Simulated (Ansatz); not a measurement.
```
CELL_PARAMETERS angstrom
2.34238 -2.34238 0.00000
2.34238 2.34238 0.00000
0.00000 0.00000 4.54830
ATOMIC_POSITIONS crystal
B 0.00000 0.00000 0.00000
B 0.50000 0.50000 0.50000
P 0.50000 0.00000 0.25000
P 0.00000 0.50000 0.75000
```

Space group I-4m2; changed on purpose from its base cell (strain +0.030 along x and y, +0.000 along z, atoms carried along); computed pressure about −9 GPa in this cell.

Computed with Ansatz, DFT PBE, scalar-relativistic, plane waves, PAW.

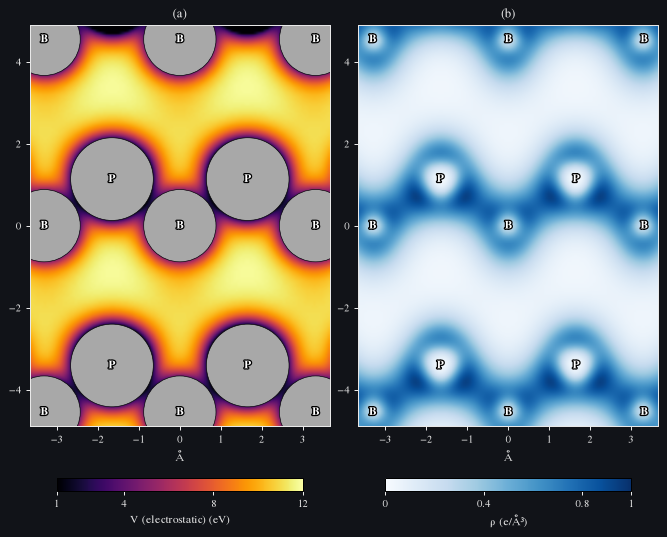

BP. (a) electrostatic potential (local pseudopotential plus Hartree) felt by an electron; (b) valence pseudo-density on the (010) plane of the conventional cell. Grey discs cover the atomic cores in the potential map.

Core electrons are frozen (PAW), and the valence fields are smoothed inside the atomic spheres.

Q: Interpret the plot.

A: The plane passes through B and P nuclei. B–P (2.01 Å): ρ is about 0.84 e/Å³ halfway. Between the atoms the lowest density in this plane is 0.03 e/Å³. Outside the cores the potential energy rises away from the atoms and is highest about 2.0 Å from the nearest atoms; its zero is arbitrary.

Q: Does the calculation make it a metal, or give it a gap?

A: It is gapped, with a Kohn–Sham gap of 0.90 eV on the k-point mesh, an upper bound to the gap of this method.
